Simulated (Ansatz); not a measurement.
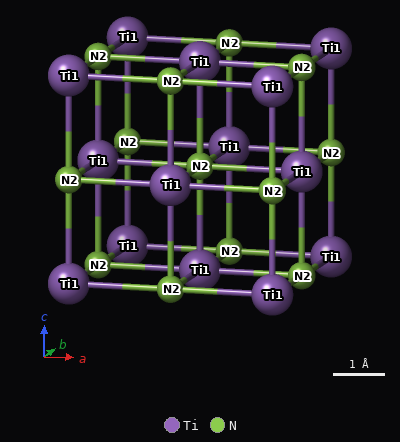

**Figure 1.** The structure as given in the input (ball-and-stick view of the cell 4 times as large as that of the calculation, set on its symmetry axes, seen slightly off an axis; atoms are numbered from 1 in the order of the input). Near neighbours in the crystal (not all of them lie inside the picture): Ti has 6 N at 2.10 Å; N has 6 Ti at 2.10 Å.

Elastic-constant calculation, with input and output: TiN

The run: elastic-constant calculation of TiN (2 atoms in the cell). Method and program: DFT, PBEsol, PAW with Ansatz's default frozen-core files, scalar-relativistic; elastic constants from stresses of strained cells, no spin polarisation (Ansatz 0.2.0).

The structure derives from an entry of the Crystallography Open Database. It belongs to a series of runs on one base structure; here: PAW files in place of LAPW. Figures and captions count atoms from 1; the log counts them from 0 in places.

**Output**
```
Engine: ansatz 0.2.0, aarch64-unknown-linux-gnu
Pseudopotentials: kind: paw
Pseudopotential: Ti, paw, valence charge 12, recommended cutoff 420 eV (normal), Ti.paw.azcp
Pseudopotential: N, paw, valence charge 5, recommended cutoff 420 eV (normal), N.paw.azcp
Functional definition: PBEsol
  exchange = pbesol_x
  correlation = pbesol_c
Crystal: 2 atoms, lattice volume = 18.583 Å³
Basis set: ecut = 420 eV, 339 PW (Γ), exchange–correlation on 40×40×40 points (8 copies of the dense FFT grid, shifted against one another)
Bands: 13, of which v1, the nominal top of the filled ones, is band 9 counted from 1 (8 counted from 0)
Symmetry: 48 space group operations
Space group: Fm-3m (ITA 225), of the structure as read, at distance tolerance 2.6e-5 Å
k-points: 195 of 5832
Non-local potential: Ti, projectors of the file, l = 0: 3, l = 1: 2, l = 2: 3, l = 3: 1
Non-local potential: N, projectors of the file, l = 0: 2, l = 1: 2, l = 2: 1
PAW form: soft (Blöchl's): semilocal exchange-correlation on the pseudo side does not see the compensation charge
PAW frozen core: Ti, regenerated for the run's functional, and the local potential with it (the file was generated under x = pbe(κ = 0.804, μ = 0.2195149727645171), c = pbe(β = 0.06672455060314922))
PAW frozen core: N, regenerated for the run's functional, and the local potential with it (the file was generated under x = pbe(κ = 0.804, μ = 0.2195149727645171), c = pbe(β = 0.06672455060314922))
PAW one-centre angular grid: Ti, 590 points (default); XC on 64 Gauss nodes
PAW one-centre angular grid: N, 110 points (default); XC on 64 Gauss nodes
Initial density: superposition of atomic densities (neutral atoms: chi_scale 0, normalization atom), corrected by the library's trained network
Initial wavefunctions: pseudopotential atomic-orbital guess
Functional: x = pbesol(κ = 0.804, μ = 0.12345679012345678), c = pbesol(β = 0.046)
SCF iter   1: F=—  HF=-2856.245308 eV  |F-HF|=—  |Δ(HF+E_count)|=         —  Δρ=1.34e-2  dr2=3.15e-2  ethr=1.77e-3  ⟨swp⟩=4.9  Hψ=27385  notcnv=0
automatic band count: the SCF goes on with 17 bands, as 13 were too few: the levels above may hold too much charge
preconditioner: auto → none  [metal: Δε(μ)=0.044 eV  Ē_g=14.932 eV  σ=0.100 eV  W_gap=0.11  n_scr=8 (ndim 8)  ℏωp=25.8 eV  f_vac=0.000  D(μ)=0.82/eV (n_scr^D=8)  sad-step TF]
SCF iter   2: F=—  HF=-2856.239966 eV  |F-HF|=—  |Δ(HF+E_count)|=   5.34e-3  Δρ=8.59e-3  dr2=1.46e-2  ethr=1.85e-4  ⟨swp⟩=1.1  Hψ=4900  notcnv=0
SCF iter   3: F=—  HF=-2856.236770 eV  |F-HF|=—  |Δ(HF+E_count)|=   3.20e-3  Δρ=9.63e-4  dr2=2.04e-4  ethr=8.58e-5  ⟨swp⟩=1.4  Hψ=3270  notcnv=0  defer=1
SCF iter   4: F=—  HF=-2856.236720 eV  |F-HF|=—  |Δ(HF+E_count)|=   5.06e-5  Δρ=1.12e-4  dr2=2.65e-6  ethr=1.20e-6  ⟨swp⟩=1.1  Hψ=3135  notcnv=0  defer=1
SCF iter   5: F=—  HF=-2856.236723 eV  |F-HF|=—  |Δ(HF+E_count)|=   3.34e-6  Δρ=1.37e-5  dr2=2.54e-8  ethr=1.56e-8  ⟨swp⟩=2.0  Hψ=3557  notcnv=0  defer=1
SCF iter   6: F=—  HF=-2856.236722 eV  |F-HF|=—  |Δ(HF+E_count)|=   1.03e-6  Δρ=1.40e-6  dr2=2.44e-10  ethr=1.49e-10  ⟨swp⟩=2.0  Hψ=3966  notcnv=0  defer=1
SCF iter   7: F=—  HF=-2856.236722 eV  |F-HF|=—  |Δ(HF+E_count)|=  7.00e-11  Δρ=1.97e-7  dr2=5.08e-12  ethr=1.44e-12  ⟨swp⟩=2.3  Hψ=3838  notcnv=0  defer=1
SCF iter   8: F=-2856.236722 eV  HF=-2856.236722 eV  |F-HF|=0.00e0  |Δ(HF+E_count)|=  9.09e-13  Δρ=6.89e-9  dr2=4.65e-15  ethr=1.00e-12  ⟨swp⟩=5.6  Hψ=12464  notcnv=0
SCF 1 converged in 8 iterations: F = -2856.236722 eV  dr2 = 4.65e-15
  greatest PAW one-centre occupation: 0.999 electrons in one spin orbital (limit 2), on the Ti atom at site 0 (counted from 0), in its partial waves of l = 0
Crystal: 2 atoms, lattice volume = 18.490 Å³
Bands: 17, of which v1, the nominal top of the filled ones, is band 9 counted from 1 (8 counted from 0)
Symmetry: 16 space group operations
k-points: 480 of 5832
Initial density: handed on by an earlier stage of this run
Initial wavefunctions: those handed on with the density
iter 1 solved again at ethr=2.02e-6 eV; its pass at ethr=3.10e-3 eV (dr2=3.43e-4 eV) is discarded
SCF iter   1: F=—  HF=-2856.235897 eV  |F-HF|=—  |Δ(HF+E_count)|=         —  Δρ=1.56e-3  dr2=3.79e-4  ethr=2.02e-6  ⟨swp⟩=2.2  Hψ=44010  notcnv=0  defer=30
preconditioner: auto → none  [metal: Δε(μ)=0.017 eV  Ē_g=15.040 eV  σ=0.100 eV  W_gap=0.04  n_scr=8 (ndim 8)  ℏωp=25.9 eV  f_vac=0.000  D(μ)=0.81/eV (n_scr^D=8)]
SCF iter   2: F=—  HF=-2856.235804 eV  |F-HF|=—  |Δ(HF+E_count)|=   9.33e-5  Δρ=6.24e-4  dr2=6.73e-5  ethr=2.02e-6  ⟨swp⟩=1.0  Hψ=7628  notcnv=0  defer=30
SCF iter   3: F=—  HF=-2856.235790 eV  |F-HF|=—  |Δ(HF+E_count)|=   1.44e-5  Δρ=7.97e-5  dr2=1.33e-6  ethr=3.96e-7  ⟨swp⟩=1.0  Hψ=7661  notcnv=0  defer=30
SCF iter   4: F=—  HF=-2856.235786 eV  |F-HF|=—  |Δ(HF+E_count)|=   3.45e-6  Δρ=1.47e-5  dr2=3.61e-8  ethr=7.81e-9  ⟨swp⟩=1.1  Hψ=7725  notcnv=0  defer=30
SCF iter   5: F=—  HF=-2856.235786 eV  |F-HF|=—  |Δ(HF+E_count)|=   9.33e-9  Δρ=2.30e-6  dr2=3.64e-10  ethr=2.12e-10  ⟨swp⟩=2.7  Hψ=11690  notcnv=0  defer=30
SCF iter   6: F=—  HF=-2856.235786 eV  |F-HF|=—  |Δ(HF+E_count)|=  1.96e-11  Δρ=2.34e-7  dr2=3.20e-12  ethr=2.14e-12  ⟨swp⟩=2.1  Hψ=8977  notcnv=0  defer=30
SCF iter   7: F=-2856.235786 eV  HF=-2856.235786 eV  |F-HF|=9.09e-13  |Δ(HF+E_count)|=  1.82e-12  Δρ=1.78e-8  dr2=4.11e-14  ethr=1.00e-12  ⟨swp⟩=4.0  Hψ=20899  notcnv=0
SCF 2 converged in 7 iterations: F = -2856.235786 eV  dr2 = 4.11e-14
Crystal: 2 atoms, lattice volume = 18.676 Å³
iter 1 solved again at ethr=8.12e-10 eV; its pass at ethr=3.10e-3 eV (dr2=1.38e-7 eV) is discarded
SCF iter   1: F=—  HF=-2856.235821 eV  |F-HF|=—  |Δ(HF+E_count)|=         —  Δρ=4.78e-5  dr2=2.19e-7  ethr=8.12e-10  ⟨swp⟩=2.3  Hψ=42322  notcnv=0  defer=48
preconditioner: auto → none  [metal: Δε(μ)=0.020 eV  Ē_g=14.918 eV  σ=0.100 eV  W_gap=0.05  n_scr=8 (ndim 8)  ℏωp=25.8 eV  f_vac=0.000  D(μ)=0.83/eV (n_scr^D=8)]
SCF iter   2: F=—  HF=-2856.235823 eV  |F-HF|=—  |Δ(HF+E_count)|=   2.62e-6  Δρ=2.14e-5  dr2=4.22e-8  ethr=8.12e-10  ⟨swp⟩=2.3  Hψ=9892  notcnv=0  defer=48
SCF iter   3: F=—  HF=-2856.235823 eV  |F-HF|=—  |Δ(HF+E_count)|=   2.77e-8  Δρ=3.23e-6  dr2=9.68e-10  ethr=2.48e-10  ⟨swp⟩=1.0  Hψ=7699  notcnv=0  defer=48
SCF iter   4: F=—  HF=-2856.235823 eV  |F-HF|=—  |Δ(HF+E_count)|=  7.53e-10  Δρ=3.42e-7  dr2=1.93e-11  ethr=5.69e-12  ⟨swp⟩=1.0  Hψ=7686  notcnv=0  defer=48
SCF iter   5: F=—  HF=-2856.235823 eV  |F-HF|=—  |Δ(HF+E_count)|=  4.55e-13  Δρ=7.64e-8  dr2=3.21e-13  ethr=1.14e-13 (applied; sched 1.00e-12)  ⟨swp⟩=2.0  Hψ=8805  notcnv=0  defer=511
SCF iter   6: F=-2856.235823 eV  HF=-2856.235823 eV  |F-HF|=4.55e-13  |Δ(HF+E_count)|=  9.09e-13  Δρ=7.34e-9  dr2=1.64e-15  ethr=1.00e-12  ⟨swp⟩=3.8  Hψ=19354  notcnv=0
SCF 3 converged in 6 iterations: F = -2856.235823 eV  dr2 = 1.64e-15
Symmetry: 8 space group operations
k-points: 865 of 5832
iter 1 solved again at ethr=4.42e-8 eV; its pass at ethr=3.10e-3 eV (dr2=7.52e-6 eV) is discarded
SCF iter   1: F=—  HF=-2856.236486 eV  |F-HF|=—  |Δ(HF+E_count)|=         —  Δρ=2.49e-4  dr2=7.61e-6  ethr=4.42e-8  ⟨swp⟩=2.0  Hψ=79633  notcnv=0  defer=158
preconditioner: auto → none  [metal: Δε(μ)=0.005 eV  Ē_g=14.976 eV  σ=0.100 eV  W_gap=0.01  n_scr=8 (ndim 8)  ℏωp=25.8 eV  f_vac=0.000  D(μ)=0.82/eV (n_scr^D=8)]
SCF iter   2: F=—  HF=-2856.236487 eV  |F-HF|=—  |Δ(HF+E_count)|=   6.97e-7  Δρ=9.91e-5  dr2=8.06e-7  ethr=4.42e-8  ⟨swp⟩=1.6  Hψ=16059  notcnv=0  defer=158
SCF iter   3: F=—  HF=-2856.236486 eV  |F-HF|=—  |Δ(HF+E_count)|=   8.08e-7  Δρ=1.76e-5  dr2=9.49e-9  ethr=4.74e-9  ⟨swp⟩=2.1  Hψ=16960  notcnv=0  defer=158
SCF iter   4: F=—  HF=-2856.236486 eV  |F-HF|=—  |Δ(HF+E_count)|=   3.04e-9  Δρ=1.23e-6  dr2=7.48e-11  ethr=5.58e-11  ⟨swp⟩=1.2  Hψ=14158  notcnv=0  defer=158
SCF iter   5: F=—  HF=-2856.236486 eV  |F-HF|=—  |Δ(HF+E_count)|=  3.64e-12  Δρ=5.72e-8  dr2=3.37e-13  ethr=4.40e-13 (applied; sched 1.00e-12)  ⟨swp⟩=2.1  Hψ=17610  notcnv=0  defer=707
SCF iter   6: F=-2856.236486 eV  HF=-2856.236486 eV  |F-HF|=4.55e-13  |Δ(HF+E_count)|=  4.55e-13  Δρ=1.16e-8  dr2=9.93e-15  ethr=1.00e-12  ⟨swp⟩=4.0  Hψ=36389  notcnv=0
SCF 4 converged in 6 iterations: F = -2856.236486 eV  dr2 = 9.93e-15
iter 1 solved again at ethr=4.64e-11 eV; its pass at ethr=3.10e-3 eV (dr2=7.88e-9 eV) is discarded
SCF iter   1: F=—  HF=-2856.236483 eV  |F-HF|=—  |Δ(HF+E_count)|=         —  Δρ=7.76e-6  dr2=4.67e-9  ethr=4.64e-11  ⟨swp⟩=2.7  Hψ=76967  notcnv=0  defer=136
preconditioner: auto → none  [metal: Δε(μ)=0.005 eV  Ē_g=14.977 eV  σ=0.100 eV  W_gap=0.01  n_scr=8 (ndim 8)  ℏωp=25.8 eV  f_vac=0.000  D(μ)=0.82/eV (n_scr^D=8)]
SCF iter   2: F=—  HF=-2856.236486 eV  |F-HF|=—  |Δ(HF+E_count)|=   2.45e-6  Δρ=3.50e-6  dr2=7.62e-10  ethr=2.75e-11  ⟨swp⟩=2.6  Hψ=21298  notcnv=0  defer=136
SCF iter   3: F=—  HF=-2856.236486 eV  |F-HF|=—  |Δ(HF+E_count)|=  1.01e-10  Δρ=4.65e-7  dr2=1.87e-11  ethr=4.48e-12  ⟨swp⟩=1.0  Hψ=13728  notcnv=0  defer=136
SCF iter   4: F=—  HF=-2856.236486 eV  |F-HF|=—  |Δ(HF+E_count)|=    0.00e0  Δρ=8.72e-8  dr2=1.05e-12  ethr=1.10e-13 (applied; sched 1.00e-12)  ⟨swp⟩=1.5  Hψ=15368  notcnv=0  defer=958
SCF iter   5: F=-2856.236486 eV  HF=-2856.236486 eV  |F-HF|=0.00e0  |Δ(HF+E_count)|=  1.36e-12  Δρ=1.85e-8  dr2=5.22e-14  ethr=1.00e-12  ⟨swp⟩=3.8  Hψ=34958  notcnv=0
SCF 5 converged in 5 iterations: F = -2856.236486 eV  dr2 = 5.22e-14
SCF converged after 8 iterations
Free energy (F): -2856.236722 eV
Harris-Foulkes:  -2856.236722 eV  (|F-HF|=0.00e0)
Internal energy: -2856.209791 eV  (E = F + TS)
E sigma→0 (E₀):  -2856.223256 eV
Entropy (-TS):   -0.026931 eV (-13.466 meV/atom)
Fermi energy:    17.506631 eV
--- Per-component energies (eV) ---
  E_band       = -84.556964
  E_kinetic    = 407.260597
  E_local      = -769.966862  (includes V_loc(G=0)·N_el)
  E_nonlocal   = 52.643848
  E_hartree    = 307.583775
  E_xc         = -158.906133
  E_vxc        = -201.149156  (∫ρ·V_xc dr)
  E_paw        = -1144.252344  (= ΣΔE_a)
  E_vpaw       = -188.513094  (= ΣTr[D̂ρ^β])
  E_aug_tail   = 0.000152  (compensation charges beyond the density's cutoff)
  E_ewald      = -1550.740307
  E_core_change = 0.167483  (= ΣΔE_core)
  E_smearing   = -0.026931  (= −TS)
  E_closure    = 0.000000  (closes the sum)
  Σ components = -2856.236722   (vs F -2856.236722, Δ=0.00e0)
--- Forces (eV/Å), atoms counted from 1 ---
  atom   1  Ti    -0.00000000     0.00000000    -0.00000000
  atom   2  N      0.00000000    -0.00000000    -0.00000000
  max |Σ_I F_I| component: 6.44e-30 eV/Å
--- Stress (GPa, compression-positive) ---
       -0.000330       0.000000       0.000000
       -0.000000      -0.000330      -0.000000
        0.000000       0.000000      -0.000330
  P = ⅓ Tr σ = -0.0003 GPa (-0.003 kbar)
--- Band table (eV; the first three rows and the last of 195) ---
  k-point 0: bands = ["-40.0203", "-16.0901", "-16.0901", "-16.0901", "0.2902", "15.4523", "15.4523", "15.4523", "16.8622", "16.8622", "16.8622", "18.1221", "18.1221", "23.1790", "30.6286", "37.4946", "37.4946"]
  k-point 1: bands = ["-40.0170", "-16.1134", "-16.0920", "-16.0920", "0.3547", "15.0712", "15.1654", "15.1654", "16.9633", "16.9633", "17.0683", "18.4143", "18.4143", "23.3465", "30.6925", "37.4042", "37.4136"]
  k-point 2: bands = ["-40.0073", "-16.1801", "-16.0973", "-16.0973", "0.5431", "14.2630", "14.5735", "14.5735", "17.1757", "17.1757", "17.4083", "19.1050", "19.1050", "23.7926", "30.8103", "37.1339", "37.1339"]
  k-point 194: bands = ["-39.8710", "-16.5416", "-16.4769", "-16.3450", "2.2280", "11.8292", "12.0553", "12.0694", "18.0554", "18.8630", "20.0505", "20.8223", "21.5650", "29.5746", "29.9984", "30.7941", "34.5187"]
--- Elastic constants: 2 strain directions × 2 members + reference (group order 48) ---
  dense FFT box of the reference and of every strained cell: 20×20×20
  strains applied: 11, 23; error gains: componentwise 1.00 (the most a stress slope's error grows in a printed constant), spectral 1.73 (1 for all six strains in a standard setting)
  C = ∂σ_k/∂η_j (tension-positive GPa; Voigt order 11 22 33 23 13 12):
       641.418    128.654    128.654     -0.000     -0.000     -0.000
       128.654    641.418    128.654      0.000     -0.000      0.000
       128.654    128.654    641.418      0.000      0.000      0.000
         0.000     -0.000     -0.000    169.902      0.000     -0.000
         0.000     -0.000      0.000     -0.000    169.902      0.000
         0.000     -0.000     -0.000     -0.000      0.000    169.902
  reference stress σ⁰ (GPa):      0.000      0.000      0.000      0.000     -0.000      0.000
  C* (energy form; C + prestress term) asymmetry max|C*_kj − C*_jk| = 5.684e-14 GPa — a small one proves nothing (zero by symmetry where the batch's group is 432, −43m or m−3m); a large one is finite-difference/SCF noise where every solve meets its electron count
  moduli (Voigt/Reuss/Hill, GPa): K = 299.58/299.58/299.58   G = 204.49/196.40/200.45   E = 491.68   ν = 0.226
  mechanically stable: yes (min eigenvalue of sym C = 169.90 GPa)
  strain η (Voigt 11):  stress-route row diagonal C_11 = 641.42 GPa, energy-path curvature d²(F+E_count+ΔE)/dδ²/Ω₀ = 641.20 GPa
         δ    σ_11 (GPa)             F (eV)   n_scf  n_hpsi   n_pw
    -5.000e-3      -3.3043       -2856.2357862       7  115156    375   relax 0 steps, max|allowed force component| 2.88e-29 eV/Å
     5.000e-3       3.1099       -2856.2358233       6  102292    378   relax 0 steps, max|allowed force component| 3.60e-30 eV/Å
  strain η (Voigt 23):  stress-route row diagonal C_44 = 169.90 GPa, energy-path curvature d²(F+E_count+ΔE)/dδ²/Ω₀ = 169.80 GPa
         δ    σ_23 (GPa)             F (eV)   n_scf  n_hpsi   n_pw
    -5.000e-3      -0.8495       -2856.2364857       6  192641    375   relax 0 steps, max|allowed force component| 2.23e-29 eV/Å
     5.000e-3       0.8495       -2856.2364857       5  174099    375   relax 0 steps, max|allowed force component| 1.53e-29 eV/Å
```

**File elastic.tsv**
```
# convention: tension-positive GPa; Voigt order 11 22 33 23 13 12; engineering shear strains; stresses and constants hold the Pulay correction, whose part of sigma0, of c and of each member's stress the lines and columns named pulay_correction_..._gpa give (of
# sigma0_gpa = 3.3012854276e-4 3.3012854277e-4 3.3012854277e-4 1.8528889464e-16 -1.8528889464e-16 3.7057778929e-16
# pulay_correction_sigma0_gpa = -5.0449212441e-1 -5.0449212441e-1 -5.0449212441e-1 1.8094618618e-19 -5.4283855853e-19 -1.6285156756e-18
# c_energy_asymmetry_gpa = 5.6843418861e-14
# group_order = 48
# error_gain_componentwise = 1.0000000000e0	error_gain_spectral = 1.7320508076e0
# k_voigt_gpa = 2.9957520352e2	k_reuss_gpa = 2.9957520352e2	k_hill_gpa = 2.9957520352e2
# g_voigt_gpa = 2.0449421847e2	g_reuss_gpa = 1.9640142056e2	g_hill_gpa = 2.0044781951e2
# youngs_gpa = 4.9168106883e2	poisson = 2.2645651629e-1
# min_eigenvalue_gpa = 1.6990228143e2	stable = true
# k	c_k1_gpa	c_k2_gpa	c_k3_gpa	c_k4_gpa	c_k5_gpa	c_k6_gpa	c_energy_k1_gpa	c_energy_k2_gpa	c_energy_k3_gpa	c_energy_k4_gpa	c_energy_k5_gpa	c_energy_k6_gpa	pulay_correction_c_k1_gpa	pulay_correction_c_k2_gpa	pulay_correction_c_k3_gpa	pulay_correction_c_k4_gpa	pu
```

The run was set up as follows.

**Input**
```yaml
crystal:
  lattice:
    - [0.0, 2.10229553828, 2.10229553828]
    - [2.10229553828, 0.0, 2.10229553828]
    - [2.10229553828, 2.10229553828, 0.0]
  atoms:
    - { symbol: Ti, position: [0.0, 0.0, 0.0] }
    - { symbol: "N", position: [0.5, 0.5, 0.5] }
kpoints:
  mp_grid: { grid: [18, 18, 18] }
scf:
  occupations: { method: fermi_dirac, width: 0.1 }
hamiltonian:
  xc: pbesol
  pseudopotentials: { kind: paw }
elastic:
  mode: relaxed_ion
  stencil: two_point
  amplitude: 0.005
```

Launched with:
```bash
ansatz run input.yaml --threads 1 --pin off --max-ram 2560MiB --backend cpu --events-out ev --progress --plain --runs-dir out
```

**Summary**

| quantity | value |
| --- | --- |
| outcome | converged |
| space group (tolerance 0.01 Å) | Fm-3m (225) |
| electrons treated | 17 |
| free energy | −2856.2367 eV |
| Fermi energy | 17.507 eV |
| pressure | 0.00 GPa |
| largest force (length of the vector) | under 0.001 eV/Å |
| hardware | 1 thread of Arm Neoverse V1, 24 GiB of memory available, shared host |
| wall time | 46 s |
| peak memory | 0.54 GiB |

The cell holds an odd number of electrons but the run has no spin polarisation, so it comes out as a metal.
